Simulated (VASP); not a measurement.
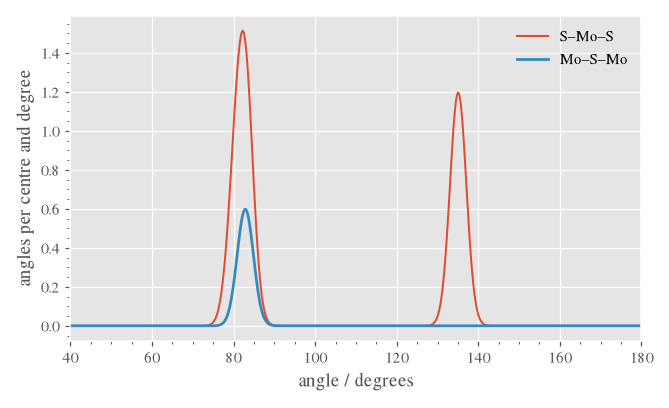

Bond-angle distributions computed from the structure of MoS2; each angle is a Gaussian of σ = 2.0°. Bonds counted: Mo–S up to 3.08 Å. It is based on a cell listed in the Materials Project, as set up for an electronic-structure calculation.

**Give the groups of angles for each curve.**

S–Mo–S: 80–83° (9 per centre); 135° (6 per centre)
Mo–S–Mo: 83° (3 per centre)

**What coordination geometry do the angles point to, counting the bonds named above alone?**

Mo has 6 S neighbours in a trigonal prismatic arrangement.

The structure has space group P-6m2 (No. 187); other forms of this composition would give other results.
